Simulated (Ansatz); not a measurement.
**ZrO2: a changed input and its effect**

System: ZrO2 (P4₂/nmc, 6 atoms in the cell).
Method of run 1: DFT r2SCAN, scalar-relativistic, plane waves, PAW, no spin polarisation (Ansatz 0.2.0).

The structure derives from a Materials Project entry. Text and figures count atoms from 1; the logs count them from 0 in places.

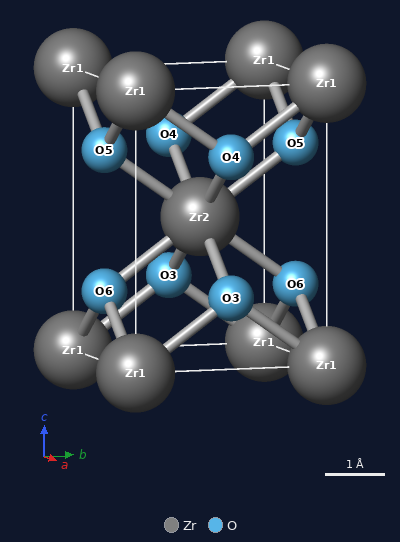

The structure as given in the input (ball-and-stick view of the cell of the calculation, seen slightly off an axis; atoms are numbered from 1 in the order of the input). An atom can appear more than once, as a periodic image. Near neighbours in the periodic cell (some may lie outside the picture): Zr has 8 O at 2.10 Å; O has 4 Zr at 2.10 Å.

## The input, run 1
```yaml
crystal:
  lattice:
    - [3.4296363386, 0.0, 0.0]
    - [0.0, 3.4296363386, 0.0]
    - [0.0, 0.0, 4.8503116854]
  atoms:
    - { symbol: Zr, position: [0.0, 0.0, 0.0] }
    - { symbol: Zr, position: [0.5, 0.5, 0.5] }
    - { symbol: O, position: [0.0, 0.5, 0.2512737249] }
    - { symbol: O, position: [0.0, 0.5, 0.7512737249] }
    - { symbol: O, position: [0.5, 0.0, 0.7487262751] }
    - { symbol: O, position: [0.5, 0.0, 0.2487262751] }
basis:
  ecutwfc: 500
kpoints:
  mp_grid: { grid: [8, 8, 6] }
  band_path: { path: [VBM, CBM], npoints: 2 }
hamiltonian:
  xc: r2scan
scf:
  occupations: { method: gaussian, width: 0.02 }
output:
  forces: true
  stress: true
  eigenvalues: true
checkpoint:
  read: start.run
  write: ck
  compress: false
  write_wavefunctions: false
  write_every: 100000
```

Launched with:
```bash
ansatz run input.yaml --threads 1 --pin off --max-ram 2560MiB --backend cpu --events-out ev --progress --plain --runs-dir out
```

Hardware: 1 thread of Arm Neoverse V1, 24 GiB of memory available, shared host.

## Output, shortened to warnings, some set-up lines, iterations and results (run 1)
```
Basis set: ecut = 500 eV, 1465 PW (Γ), exchange–correlation on 108×108×144 points (64 copies of the dense FFT grid, shifted against one another)
Symmetry: 16 space group operations
k-points: 60 of 384
Initial density: read from a saved state, or passed on in memory by an earlier SCF of this step, an earlier step, the calling program or the single point that the run made first
[...]
SCF iter   1: F=—  HF=-10674.897026 eV  |F-HF|=—  |Δ(HF+E_count)|=         —  Δρ=3.76e-7  dr2=2.56e-11  dr2_τ=1.21e-11  ethr=6.43e-9  ⟨swp⟩=3.9  Hψ=13431  notcnv=0
SCF iter   2: F=-10674.897026 eV  HF=-10674.897026 eV  |F-HF|=5.46e-12  |Δ(HF+E_count)|=   1.75e-8  Δρ=2.35e-7  dr2=9.06e-12  dr2_τ=8.01e-12  ethr=1.00e-12  ⟨swp⟩=6.0  …
SCF 1 converged in 2 iterations: F = -10674.897026 eV  dr2 = 9.06e-12
NSCF: frozen V_eff on 40 k-points
NSCF: frozen V_eff on 40 k-points
NSCF: frozen V_eff on 40 k-points
NSCF: frozen V_eff on 28 k-points
NSCF: frozen V_eff on 30 k-points
NSCF: frozen V_eff on 10 k-points
NSCF: frozen V_eff on 10 k-points
NSCF: frozen V_eff on 10 k-points
NSCF: frozen V_eff on 5 k-points
NSCF: frozen V_eff on 3 k-points
SCF converged after 2 iterations
Free energy (F): -10674.897026 eV
Harris-Foulkes:  -10674.897026 eV  (|F-HF|=5.46e-12)
Internal energy: -10674.897026 eV  (E = F + TS)
E sigma→0 (E₀):  -10674.897026 eV
Fermi energy:    16.494752 eV
--- Per-component energies (eV) ---
  E_band       = -42.633842
  E_kinetic    = 1409.599086
  E_local      = -2056.953088  (includes V_loc(G=0)·N_el)
  E_nonlocal   = 340.121199
  E_hartree    = 692.746800
  E_xc         = -619.007442
  E_vxc        = -863.417326  (∫ρ·V_xc dr)
  E_paw        = -6582.215388  (= ΣΔE_a)
  E_vpaw       = -309.128643  (= ΣTr[D̂ρ^β])
  E_aug_tail   = 0.003835  (compensation charges beyond the density's cutoff)
  E_vtau       = 51.647544  (kinetic-family band-sum trace: ∫τ·v_τ [+ j·A + Jᵃ·Aᵃ] dr)
  E_ewald      = -3858.734781
  E_core_change = -0.457247  (= ΣΔE_core)
  E_smearing   = -0.000000  (= −TS)
  E_closure    = -0.000000  (closes the sum)
  Σ components = -10674.897026   (vs F -10674.897026, Δ=0.00e0)
--- Forces (eV/Å), atoms counted from 1 ---
  atom   1  Zr     0.00000000     0.00000000    -0.00000000
  atom   2  Zr    -0.00000000     0.00000000     0.00000000
  atom   3  O      0.00000000     0.00000000    -0.00153956
  atom   4  O     -0.00000000     0.00000000    -0.00153956
  atom   5  O      0.00000000     0.00000000     0.00153956
  atom   6  O     -0.00000000     0.00000000     0.00153956
  max |Σ_I F_I| component: 3.90e-18 eV/Å
--- Stress (GPa, compression-positive) ---
       49.997779       0.000000      -0.000000
        0.000000      49.997779       0.000000
       -0.000000       0.000000      49.996084
  P = ⅓ Tr σ = 49.9972 GPa (499.972 kbar)
```

The input of run 2 differs as follows (lines with − go, lines with + come):
```diff
-    - [3.4296363386, 0.0, 0.0]
-    - [0.0, 3.4296363386, 0.0]
-    - [0.0, 0.0, 4.8503116854]
+    - [3.3422505301, 0.0, 0.0]
+    - [0.0, 3.3422505301, 0.0]
+    - [0.0, 0.0, 4.7266730624]
-    - { symbol: O, position: [0.0, 0.5, 0.2512737249] }
-    - { symbol: O, position: [0.0, 0.5, 0.7512737249] }
-    - { symbol: O, position: [0.5, 0.0, 0.7487262751] }
-    - { symbol: O, position: [0.5, 0.0, 0.2487262751] }
+    - { symbol: O, position: [0.0, 0.5, 0.2500437871] }
+    - { symbol: O, position: [0.0, 0.5, 0.7500437871] }
+    - { symbol: O, position: [0.5, 0.0, 0.7499562129] }
+    - { symbol: O, position: [0.5, 0.0, 0.2499562129] }
```

What does this change do to the results?

With the same functional and potentials, run 2 lies 304.4 meV per atom higher. The gap on the mesh goes from 4.31 to 4.52 eV. The pressure goes from 50.00 to 89.99 GPa. The volume per atom goes from 9.51 to 8.80 Å³. The plane waves at Γ go from 1465 to 1337.

## Output, shortened to warnings, some set-up lines, iterations and results (run 2)
```
Basis set: ecut = 500 eV, 1337 PW (Γ), exchange–correlation on 100×100×144 points (64 copies of the dense FFT grid, shifted against one another)
Symmetry: 16 space group operations
k-points: 60 of 384
Initial density: read from a saved state, or passed on in memory by an earlier SCF of this step, an earlier step, the calling program or the single point that the run made first
[...]
SCF iter   1: F=—  HF=-10673.070678 eV  |F-HF|=—  |Δ(HF+E_count)|=         —  Δρ=4.92e-7  dr2=4.87e-11  dr2_τ=1.79e-11  ethr=5.28e-9  ⟨swp⟩=4.1  Hψ=13633  notcnv=0
SCF iter   2: F=-10673.070678 eV  HF=-10673.070678 eV  |F-HF|=0.00e0  |Δ(HF+E_count)|=   1.50e-7  Δρ=1.78e-7  dr2=3.64e-12  dr2_τ=1.32e-11  ethr=1.00e-12  ⟨swp⟩=6.1  Hψ=6928  …
SCF 1 converged in 2 iterations: F = -10673.070678 eV  dr2 = 3.64e-12
NSCF: frozen V_eff on 40 k-points
NSCF: frozen V_eff on 40 k-points
NSCF: frozen V_eff on 40 k-points
NSCF: frozen V_eff on 31 k-points
NSCF: frozen V_eff on 12 k-points
NSCF: frozen V_eff on 27 k-points
NSCF: frozen V_eff on 15 k-points
NSCF: frozen V_eff on 10 k-points
NSCF: frozen V_eff on 3 k-points
SCF converged after 2 iterations
Free energy (F): -10673.070678 eV
Harris-Foulkes:  -10673.070678 eV  (|F-HF|=0.00e0)
Internal energy: -10673.070678 eV  (E = F + TS)
E sigma→0 (E₀):  -10673.070678 eV
Fermi energy:    18.070403 eV
--- Per-component energies (eV) ---
  E_band       = 26.433334
  E_kinetic    = 1428.857245
  E_local      = -1936.502231  (includes V_loc(G=0)·N_el)
  E_nonlocal   = 341.227090
  E_hartree    = 661.085918
  E_xc         = -623.433403
  E_vxc        = -869.723732  (∫ρ·V_xc dr)
  E_paw        = -6584.203822  (= ΣΔE_a)
  E_vpaw       = -311.366127  (= ΣTr[D̂ρ^β])
  E_aug_tail   = 0.004088  (compensation charges beyond the density's cutoff)
  E_vtau       = 51.765194  (kinetic-family band-sum trace: ∫τ·v_τ [+ j·A + Jᵃ·Aᵃ] dr)
  E_ewald      = -3959.648316
  E_core_change = -0.457247  (= ΣΔE_core)
  E_smearing   = -0.000000  (= −TS)
  E_closure    = -0.000000  (closes the sum)
  Σ components = -10673.070678   (vs F -10673.070678, Δ=0.00e0)
--- Forces (eV/Å), atoms counted from 1 ---
  atom   1  Zr     0.00000000     0.00000000     0.00000000
  atom   2  Zr     0.00000000     0.00000000     0.00000000
  atom   3  O      0.00000000     0.00000000    -0.00052199
  atom   4  O      0.00000000     0.00000000    -0.00052199
  atom   5  O      0.00000000     0.00000000     0.00052199
  atom   6  O      0.00000000     0.00000000     0.00052199
  max |Σ_I F_I| component: 0.00e0 eV/Å
--- Stress (GPa, compression-positive) ---
       89.991680       0.000000       0.000000
        0.000000      89.991680       0.000000
        0.000000       0.000000      89.989187
  P = ⅓ Tr σ = 89.9908 GPa (899.908 kbar)
```

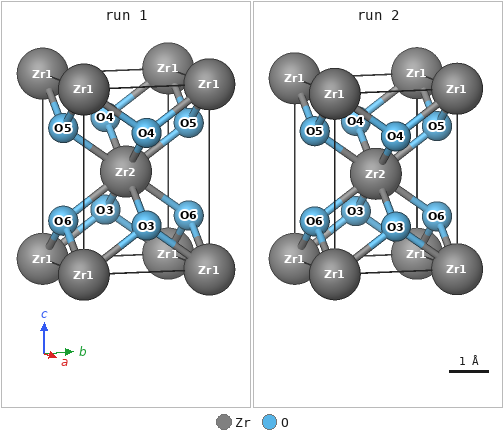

The two input geometries at one scale (ball-and-stick view of the cell of the calculation, seen slightly off an axis). The largest moves relative to the cell, 0.006 Å, are those of O3, O4, O5 and O6. Zr stays in place. The drawn cell changes as follows: a = b 3.430 → 3.342 Å (−2.5 %), c 4.850 → 4.727 Å (−2.5 %); the volume changes by −7.5 %. Among the contacts that change: Zr1–O3 2.104 → 2.047 Å.

## The two runs side by side

| quantity | run 1 | run 2 |
| --- | --- | --- |
| outcome | converged | converged |
| free energy per atom (eV) | −1779.1495 | −1778.8451 |
| gap on the mesh (eV) | 4.31 | 4.52 |
| pressure (GPa) | 50.00 | 89.99 |
| volume per atom (Å³) | 9.51 | 8.80 |
| largest force (eV/Å) | 0.002 | 0.001 |
| irreducible k-points | 60 | 60 |
| plane waves at Γ | 1465 | 1337 |
| wall time (shared host) | 29 s | 27 s |

For run 1: The cell is under a pressure of 50 GPa at this level, so it is not at its equilibrium volume. For run 2: The cell is under a pressure of 90 GPa at this level, so it is not at its equilibrium volume.
